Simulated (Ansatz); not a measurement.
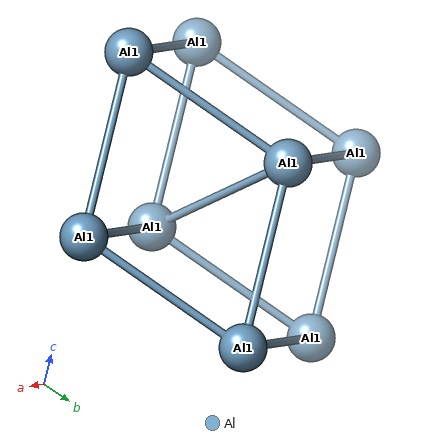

Three computed energy maps of cells of Al. The picture above is the structure of the first map.

Map 1

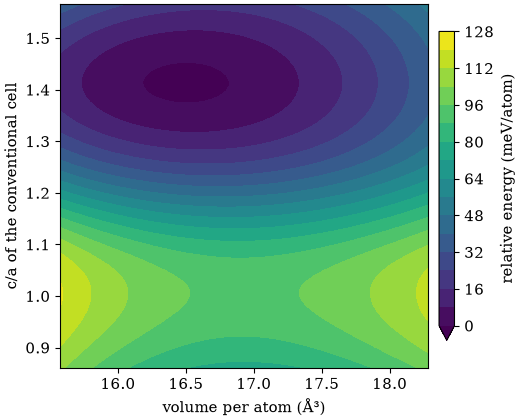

Al (Im-3m, No. 229; 1 atom in the cell). The energy is mapped over volume and the cell's shape. The first coordinate is: volume per atom; the second: c/a of the conventional cell. Nothing is relaxed (symmetry fixes all fractional coordinates). The scan uses a 7 × 9 grid. Points are written as (first, second). Energies: meV/atom, counted from the lowest grid point. These are results of Ansatz 0.2.0, DFT PBE, scalar-relativistic, plane waves, PAW, not measurements. Settings: cutoff 420 eV, k-mesh 22×22×22, gaussian smearing 0.15 eV, no spin polarisation.

In the figure: filled contours. Between grid points the surface is interpolated.

Map 2

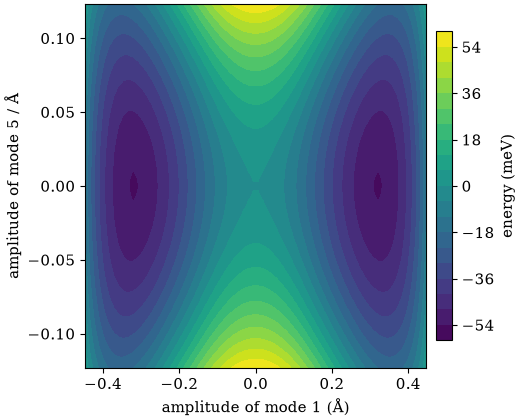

Al (Im-3m, No. 229; 2 atoms in the cell). The energy is mapped over two normal modes frozen in (zone-centre modes of the 2-atom cell of this scan, which folds in the wave vector (0, 0, 1/2) of the primitive cell). Coordinates scanned: (1) amplitude of mode 1 (107i cm⁻¹), largest displacement; (2) amplitude of mode 5 (200 cm⁻¹), largest displacement. Nothing is relaxed (the cell and all other modes fixed). The scan uses a 9 × 9 grid; 25 points were computed and 56 follow by symmetry. Points are written as (first, second). Energies: meV per cell, counted from the relaxed high-symmetry cell. Theory: DFT PBE, scalar-relativistic, plane waves, PAW (Ansatz 0.2.0). Settings: cutoff 420 eV, k-mesh 20×20×12 in the order of the run's cell vectors, gaussian smearing 0.15 eV, no spin polarisation.

In the figure: filled contours. Between grid points the surface is interpolated.

Map 3

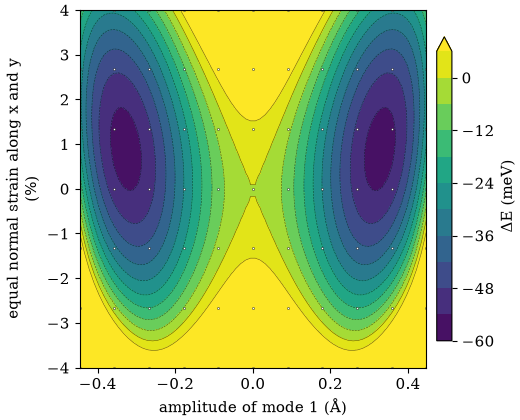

Al (Im-3m, No. 229; 2 atoms in the cell). The energy is mapped over a normal mode and a strain (zone-centre modes of the 2-atom cell of this scan, which folds in the wave vector (0, 0, 1/2) of the primitive cell) (x, y and z along the cube axes). Coordinates scanned: (1) amplitude of mode 1 (107i cm⁻¹), largest displacement in the unstrained cell; (2) equal normal strain along x and y. Nothing is relaxed (the pattern is fixed in fractional coordinates). The grid has 11 × 7 points; 42 points were computed and 35 follow by symmetry. Points are written as (first, second). Energies: meV per cell, counted from the relaxed high-symmetry cell. Computed with DFT PBE, scalar-relativistic, plane waves, PAW (Ansatz). Settings: cutoff 420 eV, k-mesh 20×20×12 in the order of the run's cell vectors, gaussian smearing 0.15 eV, no spin polarisation.

The picture shows filled contours, dots at the grid points, one colour for all values above the top of the scale. Between grid points the surface is interpolated.

Question: What does each map show?

Answer: Map 1: The lowest grid point is at (16.48 Å³, 1.453). The reference structure, at (16.93 Å³, 1.000) [bcc], is a saddle of this map. No other kind of well shows on this grid. The highest grid point, (15.57 Å³, 1.000) [bcc], lies 121 meV/atom above the lowest. The reference (Im-3m) is not the lowest structure on this map: the low region lies near c/a = 1.41, the fcc structure.
Map 2: The lowest grid point is at (−0.335 Å, 0.000 Å), −54 meV from the relaxed high-symmetry cell; the map holds 2 wells of about this depth. The reference structure, at (0.000 Å, 0.000 Å), is a saddle of this map. No other kind of well shows on this grid. The highest grid point, (0.000 Å, −0.123 Å), lies 113 meV above the lowest. On the interpolated surface the easiest way out of the lowest well to a well of about the same depth near (0.335 Å, 0.000 Å) passes a barrier of about 54 meV. The reference (Im-3m) is not the lowest structure on this map: a distortion lowers the energy (space group Cmcm at the lowest grid point).
Map 3: The lowest grid point is at (−0.358 Å, 1.33 %), −55 meV from the relaxed high-symmetry cell; the map holds 2 wells of about this depth. The bottom of the well lies between grid points, at about (−0.328 Å, 0.88 %), about 1.6 meV lower on the interpolated surface. The reference structure, at (0.000 Å, 0.00 %), is a saddle of this map. It is the only kind of minimum in the scanned range. The highest grid point, (−0.447 Å, −4.00 %), lies 178 meV above the lowest. On the interpolated surface the easiest way out of the lowest well to a well of about the same depth near (0.358 Å, 1.33 %) passes a barrier of about 57 meV. The reference (Im-3m) is not the lowest structure on this map: a distortion lowers the energy (space group Cmcm at the lowest grid point).

Question: Maps 1, 2, 3 start from a relaxed reference structure. Do they show a way to lower its energy?

Answer: Yes. In map 1 the point (16.48 Å³, 1.453) lies 94 meV/atom below the reference. In map 2 the point (−0.335 Å, 0.000 Å) lies 54 meV below the reference. In map 3 the point (−0.358 Å, 1.33 %) lies 55 meV below the reference.
